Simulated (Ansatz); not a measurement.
Geometry relaxation of HfC₄₇ (part 3 of 3)

HfC₄₇ (defect cell, 48 atoms in the cell); DFT PBE, scalar-relativistic, plane waves, PAW, spin-polarised (Ansatz 0.2.0); cutoff 420 eV, 2×2×2 k-mesh, Gaussian smearing of 0.05 eV, collinear spins. The structure derives from an entry of the Crystallography Open Database.

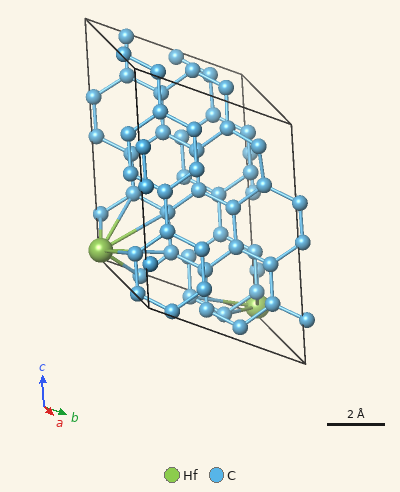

*The geometry at step 9 of the log (ball-and-stick view of the cell of the calculation, seen slightly off an axis).*

Trajectory as extended XYZ (Å, eV, eV/Å), 4 of the 13 frames kept, from step=1 to step=13:
```
48
Lattice="3.7050 -2.1391 -6.7900 3.7050 -2.1391 6.7900 -7.4100 -4.2782 0.0000" Properties=species:S:1:pos:R:3:forces:R:3 step=1 energy=-27478.55105
Hf    0.0226   -0.0093   -0.0382   -3.6755   0.9700  -8.3645
C     3.7050   -2.1391    0.0000   -0.3365   0.3985   0.4264
C    -1.2551   -6.4548    0.0436    0.5834   3.3734   0.1225
C    -4.9536   -4.2213    0.0013    4.2138  -3.7780   1.0380
C    -2.4700   -4.2782    0.0000    0.0665  -0.4594   0.4712
C     1.2720   -6.4626    0.0140   -0.3447   6.0126   0.6008
C    -3.7050   -2.1391    0.0000   -0.1774  -0.0332   0.7427
C     0.0000   -4.2782    0.0000    0.0173   0.1996   0.7732
C     2.4700   -4.2782    0.0000   -0.3666  -0.1449   0.5373
C    -1.2732   -2.1373    0.0063    0.9294  -0.5896   0.5765
C     1.2281   -2.1774   -0.0130    0.8091   0.7171   1.1201
C     4.9094   -4.2503   -0.0142   -1.6385  -2.1534   0.5635
C     3.7050   -2.1391   -3.3950   -0.0230   0.0242   0.2118
C     3.7050   -2.1391    3.3950   -0.0437   0.0211   0.8620
C    -1.2350   -6.4172    3.3950    0.0286   0.0149   0.5698
C    -1.2350   -6.4172   -3.3950   -0.0130   0.0735   0.5625
C    -2.4700   -4.2782    3.3950    0.0311   0.0643   0.5424
C    -2.4700   -4.2782   -3.3950    0.0293   0.0186   0.5851
C     0.0000   -4.2782   -3.3950    0.0464  -0.0115   0.5542
C     0.0000   -4.2782    3.3950    0.0363  -0.0260   0.5596
C     2.4700   -4.2782    3.3950   -0.0285  -0.0415   0.5393
C     2.4700   -4.2782   -3.3950    0.0093  -0.0208   0.5805
C     1.2350   -2.1391    3.3950   -0.0499  -0.0214   0.5686
C     1.2350   -2.1391   -3.3950    0.0159  -0.0237   0.5583
C     1.2497   -0.6761    0.0903   37.4940 -17.5331   3.5084
C     4.9009   -2.8595    0.0132    0.3923   1.1738  -0.1128
C     0.0509   -7.0770    0.0598   -0.5078  29.3743   2.4650
C    -3.7050   -4.9912    0.0339   -0.5985   1.5273  -0.6963
C    -1.2350   -4.9912    0.0340   -0.7416  -1.3078  -0.3964
C    -1.2179   -4.9836   -6.7188    1.4990   0.9330  -0.8482
C    -2.4700   -2.8521    0.0340   -0.1080  -0.0554  -0.5762
C     1.2350   -4.9912    0.0340    0.9700  -0.8787  -0.6920
C     3.7050   -4.9912    0.0339   -0.1164   0.7523  -0.6612
C    -0.0091   -2.8516    0.0695   -0.6038  -1.1136  -1.0815
C     2.4700   -2.8521    0.0340   -0.7007  -0.3222  -0.7527
C     2.4721   -2.8021   -6.7802  -37.0651 -17.0912   1.0785
C     2.4700   -1.4261   -3.3611   -0.1119   0.0496  -0.5797
C     2.4700   -1.4261    3.4289   -0.1395   0.0684  -0.4904
C    -2.4700   -5.7042    3.4289    0.1557   0.0817  -0.4760
C    -2.4700   -5.7042   -3.3611    0.1470   0.0678  -0.5629
C     0.0000   -5.7042   -3.3610   -0.0003   0.0654  -0.5629
C     0.0000   -5.7042    3.4290    0.0063   0.0601  -0.5612
C    -1.2350   -3.5651   -3.3611    0.0158  -0.0102  -0.5596
C    -1.2350   -3.5651    3.4289    0.0158  -0.0140  -0.5567
C     1.2350   -3.5651    3.4289   -0.0553  -0.0324  -0.5688
C     1.2350   -3.5651   -3.3611   -0.0529  -0.0349  -0.5585
C     3.7050   -3.5651   -3.3610   -0.0038  -0.1681  -0.5781
C     3.7050   -3.5651    3.4290   -0.0096  -0.1764  -0.4817
48
Lattice="3.7050 -2.1391 -6.7900 3.7050 -2.1391 6.7900 -7.4100 -4.2782 0.0000" Properties=species:S:1:pos:R:3:forces:R:3 step=5 energy=-27505.89998
Hf    0.0208   -0.0563   -0.6603    0.5015   0.2120  -4.9551
C     3.7246   -2.1403    0.0088   -0.0352  -0.0571  -0.1777
C    -1.2594   -6.3351    0.0654   -0.0421  -0.0784   0.2550
C    -4.8146   -4.2828    0.0799   -0.4207   0.3539   0.4244
C    -2.4601   -4.2810    0.0006   -0.0415   0.1189  -0.2309
C     1.2747   -6.3135    0.0707   -0.0918  -0.4649   0.3570
C    -3.7253   -2.1445    0.0184    0.0887   0.0431  -0.1605
C    -0.0022   -4.2483    0.0207   -0.0187   0.0466  -0.1664
C     2.4560   -4.2669   -0.0009    0.0466   0.1375  -0.2620
C    -1.3130   -2.2058    0.0453    0.0991   0.0676   0.3709
C     1.2957   -2.1969    0.0635    0.0795   0.2275   0.4490
C     4.8033   -4.2854    0.0354    0.2064   0.3600   0.4102
C     3.7045   -2.1385   -3.3923   -0.0151  -0.0100   0.0600
C     3.7040   -2.1381    3.4434    0.0234  -0.0168  -0.0659
C    -1.2325   -6.4168    3.4142    0.0692  -0.0133  -0.0022
C    -1.2366   -6.4136   -3.3757   -0.0575   0.0338  -0.0031
C    -2.4683   -4.2748    3.4141    0.0392   0.0601   0.0135
C    -2.4692   -4.2780   -3.3778   -0.0004  -0.0097  -0.0430
C     0.0009   -4.2783   -3.3781    0.0027  -0.0603  -0.0238
C     0.0007   -4.2787    3.4118    0.0420   0.0092  -0.0224
C     2.4681   -4.2808    3.4137   -0.0473  -0.0644   0.0114
C     2.4702   -4.2785   -3.3786    0.0015   0.0121  -0.0487
C     1.2317   -2.1392    3.4135   -0.0592   0.0308  -0.0061
C     1.2365   -2.1410   -3.3762    0.0608  -0.0578  -0.0022
C     1.5598   -0.8594    0.2555   -3.7381   1.2696   1.3460
C     4.9242   -2.8408    0.0218    0.3231  -0.1859   0.2073
C     0.0160   -6.8213    0.1932   -0.3051  -3.3874   0.9648
C    -3.6369   -4.9956    0.0073    0.5737  -0.4214  -0.1466
C    -1.2468   -4.9463    0.0139    0.2340   0.5801  -0.1315
C    -1.2165   -4.9751   -6.7461   -0.4297  -0.2910   0.1949
C    -2.5095   -2.8934    0.0109   -0.4218  -0.3025  -0.1459
C     1.2489   -4.9281    0.0126   -0.3316   0.4781  -0.0423
C     3.6291   -4.9973    0.0103   -0.4613  -0.2592  -0.1530
C    -0.0051   -2.8484    0.0347    0.0292   0.3573   0.1597
C     2.5024   -2.8813   -0.0039    0.4608  -0.2922  -0.2001
C     2.1312   -3.0078   -6.6654    3.7454   1.3834   1.4137
C     2.4704   -1.4261   -3.3831    0.1088  -0.0621   0.0109
C     2.4645   -1.4227    3.4229   -0.1247   0.0802   0.0651
C    -2.4657   -5.7012    3.4253    0.0674   0.0430   0.0864
C    -2.4700   -5.7027   -3.3824   -0.0778  -0.0387   0.0063
C     0.0002   -5.7017   -3.3781   -0.0002   0.0775   0.0258
C     0.0014   -5.7034    3.4105   -0.0053  -0.0157   0.0096
C    -1.2346   -3.5663   -3.3786   -0.0334   0.0216   0.0146
C    -1.2337   -3.5648    3.4113   -0.0330   0.0230   0.0123
C     1.2333   -3.5662    3.4112   -0.0450  -0.0244   0.0198
C     1.2352   -3.5665   -3.3800    0.0324   0.0220   0.0054
C     3.7037   -3.5653   -3.3834   -0.0018   0.1095   0.0057
C     3.7046   -3.5696    3.4252    0.0031  -0.0449   0.0900
48
Lattice="3.7050 -2.1391 -6.7900 3.7050 -2.1391 6.7900 -7.4100 -4.2782 0.0000" Properties=species:S:1:pos:R:3:forces:R:3 step=9 energy=-27509.28079
Hf    0.0248   -0.4981   -1.2632   -0.1116  -0.3630   0.1917
C     3.7365   -2.2690    0.1324    0.0427   0.0120   0.0489
C    -1.2104   -6.5223   -0.0219    0.1470  -0.0070  -0.0179
C    -4.8776   -4.4050    0.1874   -0.0423  -0.0575   0.0132
C    -2.4450   -4.4047    0.1632    0.0872  -0.0692   0.0620
C     1.2438   -6.5237   -0.0030   -0.1136   0.0102  -0.0389
C    -3.7017   -2.2692    0.1670   -0.0890   0.0061  -0.0146
C     0.0169   -4.3889    0.1027   -0.0009   0.0980  -0.0228
C     2.4792   -4.4055    0.1642   -0.0823  -0.0687   0.0778
C    -1.2491   -2.2727    0.2334   -0.0302   0.0155   0.0175
C     1.2843   -2.2744    0.2233    0.0087   0.0492   0.0244
C     4.9122   -4.4046    0.1828    0.0501  -0.0178  -0.0114
C     3.6879   -1.9967   -3.3886   -0.0284  -0.0316   0.0175
C     3.6854   -1.9896    3.2213   -0.0208   0.0679  -0.0624
C    -1.2470   -6.2726    3.3614   -0.0139   0.0399  -0.0219
C    -1.2565   -6.2652   -3.4301   -0.0233  -0.0361   0.0014
C    -2.4851   -4.1259    3.3550    0.0185  -0.0583   0.0438
C    -2.4882   -4.1354   -3.3890    0.0666  -0.0057   0.0228
C    -0.0173   -4.1371   -3.4087   -0.0090  -0.0136  -0.0191
C    -0.0185   -4.1365    3.4002    0.0056  -0.0365   0.0198
C     2.4441   -4.1412    3.3386    0.0370   0.0455  -0.0152
C     2.4524   -4.1345   -3.3784   -0.0508   0.0095   0.0257
C     1.2103   -1.9933    3.3703    0.0063   0.0313  -0.0086
C     1.2244   -2.0016   -3.4446   -0.0351   0.0575  -0.0676
C     1.3490   -0.8674    0.2047    0.4645  -0.0944  -0.1275
C     4.9528   -2.9723    0.0733    0.0717   0.0174  -0.0522
C     0.0185   -7.1832   -0.2747    0.0125   0.5518   0.2442
C    -3.6565   -5.1201    0.1633   -0.1764   0.0298   0.0802
C    -1.2119   -5.1046    0.1007   -0.0038  -0.1579  -0.0072
C    -1.2140   -5.1115   -6.6906   -0.0571   0.0488  -0.0686
C    -2.4715   -2.9948    0.2061    0.1304   0.0855   0.0237
C     1.2454   -5.1054    0.1126    0.0141  -0.1553  -0.0407
C     3.6916   -5.1204    0.1798    0.1765   0.0344   0.0720
C     0.0172   -2.9715    0.1702   -0.0097  -0.0123  -0.0076
C     2.5063   -2.9955    0.1829   -0.1062   0.0819   0.0423
C     2.3911   -3.0052   -6.5917   -0.3824  -0.1076  -0.1691
C     2.4586   -1.2865   -3.4151    0.0264   0.0461  -0.0277
C     2.4434   -1.2759    3.3207    0.0245   0.0131  -0.0331
C    -2.4812   -5.5553    3.3155    0.0102   0.0427  -0.0534
C    -2.4882   -5.5606   -3.3900    0.0793   0.0159  -0.0333
C    -0.0177   -5.5548   -3.4289   -0.0115  -0.0069   0.0565
C    -0.0172   -5.5610    3.3975   -0.0286   0.0434  -0.0007
C    -1.2559   -3.4265   -3.4077   -0.0271  -0.0959   0.0250
C    -1.2533   -3.4212    3.3998   -0.0331  -0.0104   0.0284
C     1.2114   -3.4256    3.3723   -0.0527   0.0434   0.0425
C     1.2203   -3.4262   -3.4006    0.0318  -0.0860   0.0403
C     3.6863   -3.4207   -3.3802    0.0226   0.0082  -0.0380
C     3.6865   -3.4304    3.2492    0.0052  -0.0130  -0.2618
48
Lattice="3.7050 -2.1391 -6.7900 3.7050 -2.1391 6.7900 -7.4100 -4.2782 0.0000" Properties=species:S:1:pos:R:3:forces:R:3 step=13 energy=-27509.31738
Hf    0.0059   -0.5376   -1.2854   -0.0246   0.0187  -0.0292
C     3.7414   -2.3003    0.1543   -0.0125   0.0023   0.0227
C    -1.2030   -6.5533   -0.0064   -0.0120  -0.0140  -0.0139
C    -4.8679   -4.4341    0.1770    0.0047  -0.0027   0.0086
C    -2.4377   -4.4394    0.1957   -0.0130   0.0030   0.0180
C     1.2454   -6.5542   -0.0032    0.0037  -0.0030   0.0113
C    -3.7003   -2.3005    0.1851    0.0160   0.0018  -0.0067
C     0.0206   -4.4178    0.1138    0.0045  -0.0114  -0.0237
C     2.4792   -4.4397    0.1904    0.0158   0.0082   0.0072
C    -1.2490   -2.3059    0.2293    0.0024  -0.0117   0.0310
C     1.2906   -2.3056    0.2056   -0.0091  -0.0101   0.0135
C     4.9101   -4.4337    0.1941   -0.0025   0.0132  -0.0493
C     3.6845   -1.9644   -3.4005    0.0128   0.0019   0.0087
C     3.6825   -1.9560    3.2005    0.0103   0.0096   0.0016
C    -1.2490   -6.2390    3.3489   -0.0195   0.0107  -0.0082
C    -1.2589   -6.2352   -3.4283   -0.0027   0.0051   0.0140
C    -2.4880   -4.0966    3.3741   -0.0014   0.0115  -0.0034
C    -2.4891   -4.1038   -3.3853    0.0031   0.0006  -0.0001
C    -0.0200   -4.1072   -3.4026    0.0014  -0.0008  -0.0130
C    -0.0210   -4.1045    3.4135   -0.0118   0.0021  -0.0172
C     2.4430   -4.1079    3.3200   -0.0246  -0.0113  -0.0267
C     2.4482   -4.1027   -3.3702    0.0061  -0.0029   0.0032
C     1.2067   -1.9600    3.3582    0.0147   0.0042   0.0143
C     1.2202   -1.9686   -3.4752    0.0124   0.0115  -0.0410
C     1.3721   -0.9046    0.1418    0.0279   0.0148   0.0175
C     4.9580   -3.0016    0.0874    0.0178  -0.0083  -0.0009
C     0.0212   -7.2078   -0.2685    0.0018  -0.0183  -0.0104
C    -3.6525   -5.1509    0.1911    0.0094   0.0021  -0.0055
C    -1.2062   -5.1384    0.1226    0.0155   0.0021   0.0079
C    -1.2113   -5.1407   -6.6932   -0.0123   0.0033  -0.0160
C    -2.4675   -3.0283    0.2273   -0.0054   0.0020  -0.0207
C     1.2479   -5.1391    0.1234   -0.0203   0.0033  -0.0131
C     3.6940   -5.1510    0.2072   -0.0054   0.0002   0.0316
C     0.0204   -3.0002    0.1653    0.0038   0.0082  -0.0060
C     2.5089   -3.0278    0.1982    0.0035  -0.0057   0.0044
C     2.3759   -3.0435   -6.6175   -0.0068   0.0152   0.0082
C     2.4564   -1.2526   -3.4392   -0.0171  -0.0069   0.0031
C     2.4414   -1.2442    3.3076   -0.0181  -0.0049   0.0032
C    -2.4840   -5.5228    3.3079    0.0115  -0.0211   0.0090
C    -2.4893   -5.5290   -3.3925   -0.0050  -0.0054  -0.0202
C    -0.0204   -5.5253   -3.4122    0.0013  -0.0020   0.0107
C    -0.0195   -5.5285    3.4001    0.0050   0.0038   0.0110
C    -1.2578   -3.3962   -3.4093   -0.0015   0.0000   0.0197
C    -1.2570   -3.3902    3.4205    0.0079  -0.0042   0.0022
C     1.2078   -3.3919    3.3684    0.0098  -0.0046   0.0260
C     1.2174   -3.3954   -3.4030   -0.0056  -0.0063   0.0049
C     3.6832   -3.3883   -3.3880   -0.0105  -0.0008  -0.0196
C     3.6832   -3.3981    3.1962    0.0184  -0.0029   0.0316
```

This output came from the following input.

The input:
```yaml
crystal:
  lattice:
    - [3.705, -2.139083, -6.79]
    - [3.705, -2.139083, 6.79]
    - [-7.41, -4.278165, 0.0]
  atoms:
    - { symbol: Hf, position: [0.0054214103, -0.0002036028, -0.0004422569], spin: 0.5 }
    - { symbol: C, position: [0.5, 0.5, 0.0] }
    - { symbol: C, position: [0.6664890553, 0.6729170432, 0.8390771398] }
    - { symbol: C, position: [0.1590053356, 0.1591973631, 0.8275984967] }
    - { symbol: C, position: [0.333333, 0.333334, 0.666667] }
    - { symbol: C, position: [0.8400908273, 0.8421589709, 0.6694685333] }
    - { symbol: C, position: [0.0, 0.0, 0.5] }
    - { symbol: C, position: [0.5, 0.5, 0.5] }
    - { symbol: C, position: [0.666667, 0.666666, 0.333333] }
    - { symbol: C, position: [0.1634127067, 0.1643430659, 0.3356997262] }
    - { symbol: C, position: [0.3383039501, 0.3363847366, 0.1716133753] }
    - { symbol: C, position: [0.8290582605, 0.8269652927, 0.1654791823] }
    - { symbol: C, position: [0.75, 0.25, 0.0] }
    - { symbol: C, position: [0.25, 0.75, 0.0] }
    - { symbol: C, position: [0.416667, 0.916666, 0.833333] }
    - { symbol: C, position: [0.916667, 0.416666, 0.833333] }
    - { symbol: C, position: [0.083333, 0.583334, 0.666667] }
    - { symbol: C, position: [0.583333, 0.083334, 0.666667] }
    - { symbol: C, position: [0.75, 0.25, 0.5] }
    - { symbol: C, position: [0.25, 0.75, 0.5] }
    - { symbol: C, position: [0.416667, 0.916666, 0.333333] }
    - { symbol: C, position: [0.916667, 0.416666, 0.333333] }
    - { symbol: C, position: [0.083333, 0.583334, 0.166667] }
    - { symbol: C, position: [0.583333, 0.083334, 0.166667] }
    - { symbol: C, position: [0.1566913387, 0.1699948887, -0.0053037041], spin: 0.5 }
    - { symbol: C, position: [0.6639229671, 0.6658719106, 0.0035008075] }
    - { symbol: C, position: [0.8261353807, 0.834941249, 0.8236743663], spin: 0.5 }
    - { symbol: C, position: [0.330834, 0.335833, 0.833333] }
    - { symbol: C, position: [0.4975, 0.502501, 0.666667] }
    - { symbol: C, position: [0.9950262401, 0.0055150409, 0.6646302734] }
    - { symbol: C, position: [0.164167, 0.169167, 0.5] }
    - { symbol: C, position: [0.664167, 0.669167, 0.5] }
    - { symbol: C, position: [0.830834, 0.835833, 0.333333] }
    - { symbol: C, position: [0.3275366957, 0.3377680804, 0.3338853028] }
    - { symbol: C, position: [0.4975, 0.502501, 0.166667] }
    - { symbol: C, position: [0.9935760365, -0.0049773427, 0.1606859049], spin: 0.5 }
    - { symbol: C, position: [0.580833, 0.085833, 0.0] }
    - { symbol: C, position: [0.080833, 0.585833, 0.0] }
    - { symbol: C, position: [0.2475, 0.752499, 0.833333] }
    - { symbol: C, position: [0.7475, 0.252499, 0.833333] }
    - { symbol: C, position: [0.914166, 0.419167, 0.666667] }
    - { symbol: C, position: [0.414166, 0.919167, 0.666667] }
    - { symbol: C, position: [0.580833, 0.085833, 0.5] }
    - { symbol: C, position: [0.080833, 0.585833, 0.5] }
    - { symbol: C, position: [0.2475, 0.752499, 0.333333] }
    - { symbol: C, position: [0.7475, 0.252499, 0.333333] }
    - { symbol: C, position: [0.914166, 0.419167, 0.166667] }
    - { symbol: C, position: [0.414166, 0.919167, 0.166667] }
magnetization:
  spin_polarized: true
basis:
  ecutwfc: 420
  fft_grid_basis: typed
kpoints:
  mp_grid: { grid: [2, 2, 2] }
hamiltonian:
  xc: pbe
  pseudopotentials: { kind: paw }
scf:
  occupations: { method: gaussian, width: 0.05 }
output:
  forces: true
  stress: false
  eigenvalues: false
  bader: false
  write_density: false
  volumetric_format: npy
  populations: true
relax:
  adjacent_minimum: "off"
  max_steps: 30
  f_tol: 0.05
```

Launch command:
```bash
ansatz run input.yaml --threads 4 --pin off --max-ram 10240MiB --backend cpu --events-out ev --progress --plain --runs-dir out
```

Summary:

```tsv
quantity	value
outcome	converged
electrons treated	214
free energy	−27509.3174 eV
Fermi energy	7.673 eV
net moment of the cell	0.00 μB
integrated absolute moment	0.00 μB
final volume	430.50 Å³
largest force (length of the vector) at the end	0.051 eV/Å
hardware	4 threads of Arm Neoverse N1, 98 GiB of memory available, shared host
wall time	14 min (CPU time 53 min)
peak memory	2.2 GiB
```

Remarks:

Warnings of the run: some starting moments were not kept. Spin–orbit coupling is left out, which matters for Hf.
